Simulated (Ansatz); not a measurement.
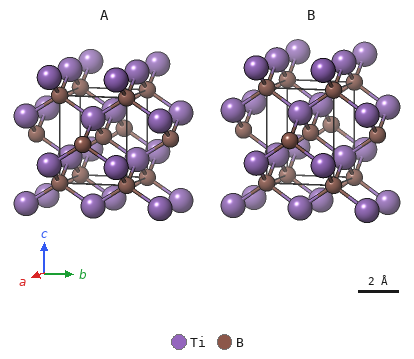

Two geometries of a crystal of TiB (set up in I-4m2), drawn at one scale. One is the start of a relaxation, the other its converged end. The picture is a ball-and-stick view of the cell of the calculation, seen slightly off an axis.

These are results of Ansatz 0.2.0, DFT PBEsol, scalar-relativistic, plane waves, PAW, not measurements. Settings: plane-wave cutoff 420 eV; k-point mesh 12 × 12 × 10; occupations gaussian; smearing width 0.1 eV; no spin polarisation; cell relaxed at fixed a, b, gamma; force threshold 0.008 eV/Å; at most 40 steps.

Q: Which geometry has the lower energy?

A: Structure A is the relaxed one. Case: biaxial strain in the a-b plane of +2.0 %; c and atoms relaxed. After 3 accepted moves (4 points after the start) the energy has fallen by 12.9 meV per atom. All forces vanish by symmetry, so only the cell relaxes. Pressure: −2.85 GPa at the start and 5.80 GPa at the end. The SCF was repeated once at an unchanged geometry on a basis and grid sized afresh for the cell, which shifted the energy by 0.3 meV per atom at most. The atoms keep their places relative to the cell (all moves are under 0.005 Å). Cell: a = b unchanged at 3.539 Å, c 4.848 → 4.455 Å (−8.1 %). Volume −8.1 %. Among the contacts that change: B–Ti 2.145 → 2.091 Å. Among the angles between lasting bonds that change: B–Ti–B 111.2° → 115.6°, Ti–B–Ti 111.2° → 115.6°, B–Ti–B 108.6° → 106.5°. The space group stays I-4m2 (No. 119).
